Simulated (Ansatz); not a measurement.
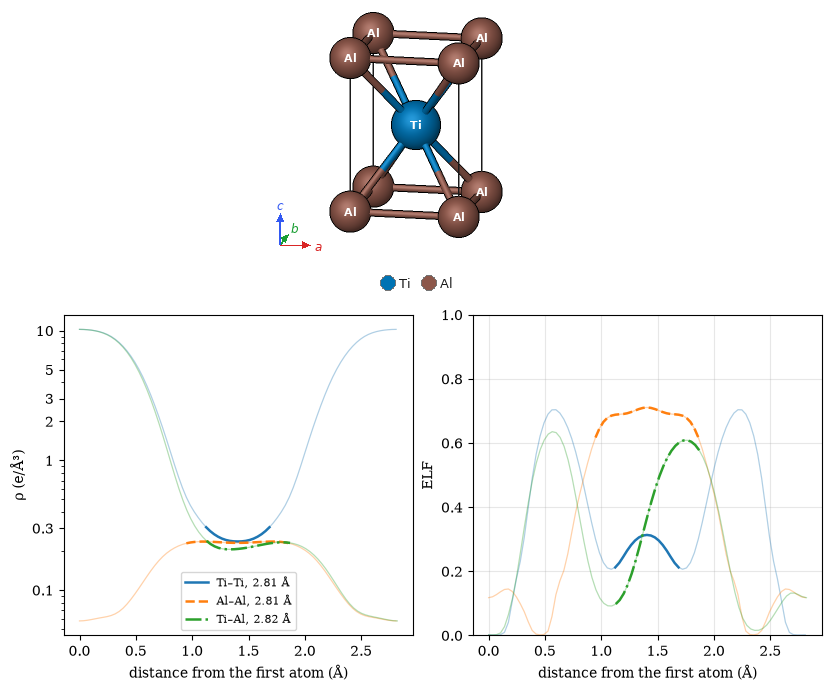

Figure 1: TiAl. Valence charge density (pseudo) and ELF along straight lines between neighbouring atoms. Thin, pale parts lie inside the atomic spheres. The structure is drawn too.

Space group P4/mmm; a structure from a database of computed crystals, not necessarily the ambient phase; changed on purpose from its base cell (strain along c alone, the other axes held, atoms relaxed: -1.5 %); computed without spin polarisation.

The calculation used Ansatz 0.2.0, DFT r2SCAN, scalar-relativistic, plane waves, PAW.

In a PAW calculation such maps are meaningful between the atoms, not at the nuclei.

What can be read from the curves?

Ti–Ti (2.81 Å): the density is about 0.24 e/Å³ at the midpoint; the ELF is about 0.30 at the midpoint.
Al–Al (2.81 Å): ρ at the midpoint is about 0.23 e/Å³; the ELF peaks at about 0.70 between the atoms.
Ti–Al (2.82 Å): the density is about 0.21 e/Å³ at the midpoint; the ELF is about 0.35 at the midpoint.
